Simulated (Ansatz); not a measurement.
**What a change does: single-point calculation on LiF**

System: LiF (Pm-3m, 2 atoms in the cell).
Method of run 1: DFT, PBEsol, dispersion d3bj, plane waves, PAW, no spin polarisation (Ansatz 0.2.0).

Text and figures count atoms from 1; the logs count them from 0 in places.

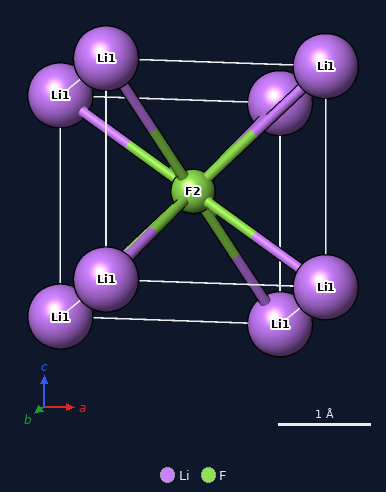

Fig. 1: The structure (ball-and-stick view of the cell of the calculation, seen at an oblique angle; atoms are numbered from 1 in the order of the input).

## Input, run 1
```yaml
crystal:
  lattice:
    - [2.455, 0.0, 0.0]
    - [0.0, 2.455, 0.0]
    - [0.0, 0.0, 2.455]
  atoms:
    - { symbol: Li, position: [0.0, 0.0, 0.0] }
    - { symbol: F, position: [0.5, 0.5, 0.5] }
kpoints:
  mp_grid: { grid: [10, 10, 10] }
hamiltonian:
  xc: pbesol
  dispersion: d3bj
scf:
  occupations: { method: gaussian, width: 0.02 }
  mixing: { algorithm: broyden, beta: 0.2, ndim: 16 }
output:
  forces: true
  eigenvalues: true
  stress: true
```

Launched with:
```bash
ansatz run input.yaml --threads 1 --pin off --max-ram 2560MiB --backend cpu --events-out ev --progress --plain --runs-dir out
```

Hardware: 1 thread of Intel Xeon @ 2.50GHz (Skylake/Cascade Lake), 189 GiB of memory available, shared host.

## Output, shortened to warnings, some set-up lines, iterations and results (run 1)
```
Basis set: ecut = 420 eV, 257 PW (Γ), exchange–correlation on 36×36×36 points (8 copies of the dense FFT grid, shifted against one another)
Symmetry: 48 space group operations
k-points: 56 of 1000
Initial density: superposition of atomic densities (neutral atoms: chi_scale 0, normalization atom), corrected by the library's trained network
[...]
SCF iter   1: F=—  HF=-1006.288235 eV  |F-HF|=—  |Δ(HF+E_count)|=         —  Δρ=1.52e-2  dr2=2.16e-2  ethr=1.77e-3  ⟨swp⟩=5.7  Hψ=3121  notcnv=0
SCF iter   2: F=—  HF=-1006.281918 eV  |F-HF|=—  |Δ(HF+E_count)|=   6.32e-3  Δρ=8.40e-3  dr2=7.09e-3  ethr=2.16e-4  ⟨swp⟩=2.0  Hψ=1095  notcnv=0  κ⁻¹=1.0e0(r=1)
SCF iter   3: F=—  HF=-1006.279871 eV  |F-HF|=—  |Δ(HF+E_count)|=   2.05e-3  Δρ=2.82e-3  dr2=4.20e-4  ethr=7.09e-5  ⟨swp⟩=2.3  Hψ=916  notcnv=0  κ⁻¹=6.6e-4(r=2)
SCF iter   4: F=—  HF=-1006.280042 eV  |F-HF|=—  |Δ(HF+E_count)|=   1.71e-4  Δρ=3.32e-3  dr2=1.13e-3  ethr=4.20e-6  ⟨swp⟩=2.0  Hψ=947  notcnv=0  κ⁻¹=2.9e-4(r=3)
SCF iter   5: F=—  HF=-1006.279717 eV  |F-HF|=—  |Δ(HF+E_count)|=   3.25e-4  Δρ=5.55e-4  dr2=3.16e-5  ethr=4.20e-6  ⟨swp⟩=2.3  Hψ=919  notcnv=0  κ⁻¹=6.5e-7(r=4)
SCF iter   6: F=—  HF=-1006.279710 eV  |F-HF|=—  |Δ(HF+E_count)|=   7.31e-6  Δρ=9.00e-5  dr2=7.13e-7  ethr=3.16e-7  ⟨swp⟩=2.4  Hψ=695  notcnv=0  κ⁻¹=1.9e-8(r=5)
SCF iter   7: F=—  HF=-1006.279710 eV  |F-HF|=—  |Δ(HF+E_count)|=   1.09e-7  Δρ=6.25e-5  dr2=3.65e-7  ethr=1.00e-9  ⟨swp⟩=4.0  Hψ=2185  notcnv=0  κ⁻¹=2.3e-10(r=6)
SCF iter   8: F=-1006.279710 eV  HF=-1006.279710 eV  |F-HF|=7.48e-9  |Δ(HF+E_count)|=   1.09e-7  Δρ=9.42e-6  dr2=8.56e-9  ethr=1.00e-9  ⟨swp⟩=2.1  Hψ=1691  notcnv=0
SCF 1 converged in 8 iterations: F = -1006.279710 eV  dr2 = 8.56e-9
SCF converged after 8 iterations
Stability not checked: this state was not tested for a lower state beside it, because the mixer in use, unlike msr1, does not test its closes by its own steps (another_mixer; see scf.mixing.algorithm and scf.lower_state_search)
Free energy (F): -1006.279710 eV
Harris-Foulkes:  -1006.279710 eV  (|F-HF|=7.48e-9)
Internal energy: -1006.279710 eV  (E = F + TS)
E sigma→0 (E₀):  -1006.279710 eV
Fermi energy:    7.388613 eV
--- Per-component energies (eV) ---
  E_band       = -105.775928
  E_kinetic    = 230.791230
  E_local      = -601.664445  (includes V_loc(G=0)·N_el)
  E_nonlocal   = 40.830890
  E_hartree    = 209.584953
  E_xc         = -90.655284
  E_vxc        = -117.084485  (∫ρ·V_xc dr)
  E_paw        = -213.497132  (= ΣΔE_a)
  E_vpaw       = -77.818587  (= ΣTr[D̂ρ^β])
  E_aug_tail   = 0.001975  (compensation charges beyond the density's cutoff)
  E_ewald      = -581.395407
  E_disp       = -0.318931  (pairwise vdW)
  E_core_change = 0.042443  (= ΣΔE_core)
  E_smearing   = -0.000000  (= −TS)
  E_closure    = 0.000000  (closes the sum)
  Σ components = -1006.279710   (vs F -1006.279710, Δ=0.00e0)
--- Forces (eV/Å), atoms counted from 1 ---
  atom   1  Li    -0.00000000    -0.00000000    -0.00000000
  atom   2  F      0.00000000     0.00000000     0.00000000
  max |Σ_I F_I| component: 3.75e-30 eV/Å
--- Stress (GPa, compression-positive) ---
        3.639588       0.000000       0.000000
       -0.000000       3.639588       0.000000
        0.000000       0.000000       3.639588
  P = ⅓ Tr σ = 3.6396 GPa (36.396 kbar)
```

For run 2 the input was changed thus:
```diff
+basis:
+  ecutwfc: 500
-  xc: pbesol
+  xc: r2scan
-  mixing: { algorithm: broyden, beta: 0.2, ndim: 16 }
```

How does run 2 compare with run 1?

The total energies belong to different methods, so their difference says nothing on which is more stable or more accurate. The gap on the mesh goes from 8.47 to 9.62 eV. The pressure goes from 3.64 to 4.67 GPa. The functional changes from PBEsol to r2SCAN. The SCF takes 6 iterations against 8. The plane waves at Γ go from 257 to 389.

## Output, shortened to warnings, some set-up lines, iterations and results (run 2)
```
Warning: the engine holds no damping parameters fitted to this dispersion correction and functional, so the run takes those fitted to r2scan beside the three-body term, which d3bj leaves out (hamiltonian.dispersion, under Limitations)
Basis set: ecut = 500 eV, 389 PW (Γ), exchange–correlation on 72×72×72 points (64 copies of the dense FFT grid, shifted against one another)
Symmetry: 48 space group operations
k-points: 56 of 1000
Initial density: superposition of atomic densities (neutral atoms: chi_scale 0, normalization atom), corrected by the library's trained network
[...]
SCF iter   1: F=—  HF=-1017.824549 eV  |F-HF|=—  |Δ(HF+E_count)|=         —  Δρ=8.15e-3  dr2=8.39e-3  dr2_τ=3.72e-2  ethr=1.77e-3  ⟨swp⟩=5.9  Hψ=3222  notcnv=0
SCF iter   2: F=—  HF=-1017.875117 eV  |F-HF|=—  |Δ(HF+E_count)|=   5.06e-2  Δρ=4.19e-3  dr2=6.19e-4  dr2_τ=2.56e-4  ethr=8.39e-5  ⟨swp⟩=2.8  Hψ=1510  notcnv=0
SCF iter   3: F=—  HF=-1017.875121 eV  |F-HF|=—  |Δ(HF+E_count)|=   4.84e-6  Δρ=1.47e-3  dr2=1.46e-4  dr2_τ=2.67e-5  ethr=6.19e-6  ⟨swp⟩=2.8  Hψ=935  notcnv=0
SCF iter   4: F=—  HF=-1017.875100 eV  |F-HF|=—  |Δ(HF+E_count)|=   2.14e-5  Δρ=1.42e-4  dr2=2.24e-6  dr2_τ=1.24e-7  ethr=1.46e-6  ⟨swp⟩=1.1  Hψ=512  notcnv=0
SCF iter   5: F=—  HF=-1017.875099 eV  |F-HF|=—  |Δ(HF+E_count)|=   1.18e-6  Δρ=1.94e-5  dr2=2.66e-8  dr2_τ=3.63e-9  ethr=2.24e-8  ⟨swp⟩=2.3  Hψ=722  notcnv=0
SCF iter   6: F=-1017.875099 eV  HF=-1017.875099 eV  |F-HF|=2.27e-9  |Δ(HF+E_count)|=   1.93e-8  Δρ=6.49e-6  dr2=3.63e-9  dr2_τ=2.15e-10  ethr=2.66e-10  ⟨swp⟩=2.0  Hψ=1538  …
SCF 1 converged in 6 iterations: F = -1017.875099 eV  dr2 = 3.63e-9
SCF converged after 6 iterations
Free energy (F): -1017.875099 eV
Harris-Foulkes:  -1017.875099 eV  (|F-HF|=2.27e-9)
Internal energy: -1017.875099 eV  (E = F + TS)
E sigma→0 (E₀):  -1017.875099 eV
Fermi energy:    7.477467 eV
--- Per-component energies (eV) ---
  E_band       = -116.698690
  E_kinetic    = 233.259348
  E_local      = -605.441644  (includes V_loc(G=0)·N_el)
  E_nonlocal   = 39.683282
  E_hartree    = 212.750461
  E_xc         = -91.396936
  E_vxc        = -133.572951  (∫ρ·V_xc dr)
  E_paw        = -225.116690  (= ΣΔE_a)
  E_vpaw       = -85.691520  (= ΣTr[D̂ρ^β])
  E_aug_tail   = 0.000880  (compensation charges beyond the density's cutoff)
  E_vtau       = 9.564621  (kinetic-family band-sum trace: ∫τ·v_τ [+ j·A + Jᵃ·Aᵃ] dr)
  E_ewald      = -581.395407
  E_disp       = -0.187001  (pairwise vdW)
  E_core_change = -0.031392  (= ΣΔE_core)
  E_smearing   = -0.000000  (= −TS)
  E_closure    = -0.000000  (closes the sum)
  Σ components = -1017.875099   (vs F -1017.875099, Δ=0.00e0)
--- Forces (eV/Å), atoms counted from 1 ---
  atom   1  Li    -0.00000000     0.00000000     0.00000000
  atom   2  F      0.00000000    -0.00000000     0.00000000
  max |Σ_I F_I| component: 1.15e-29 eV/Å
--- Stress (GPa, compression-positive) ---
        4.671855      -0.000000      -0.000000
       -0.000000       4.671855       0.000000
        0.000000       0.000000       4.671855
  P = ⅓ Tr σ = 4.6719 GPa (46.719 kbar)
```

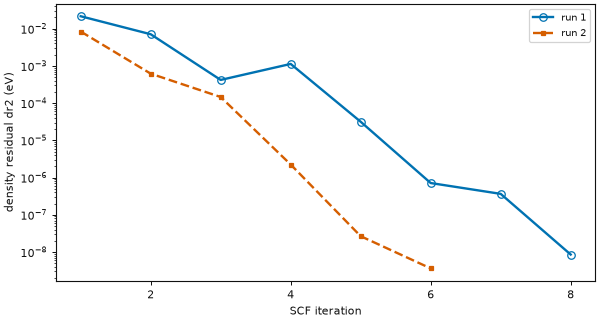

Fig. 2: Convergence of the two runs: density residual dr2 against the SCF iteration. Run 1 takes 8 iterations in all, and run 2 takes 6.

## The two runs side by side

| quantity | run 1 | run 2 |
| --- | --- | --- |
| outcome | converged | converged |
| free energy per atom (eV) | −503.1399 | −508.9375 |
| gap on the mesh (eV) | 8.47 | 9.62 |
| pressure (GPa) | 3.64 | 4.67 |
| largest force (eV/Å) | 0.000 | 0.000 |
| SCF iterations | 8 | 6 |
| irreducible k-points | 56 | 56 |
| plane waves at Γ | 257 | 389 |
| wall time (shared host) | 4.8 s | 5.6 s |

For run 2: Warnings: the dispersion correction has no parameters fitted for this combination and takes those fitted for r2SCAN with other terms.
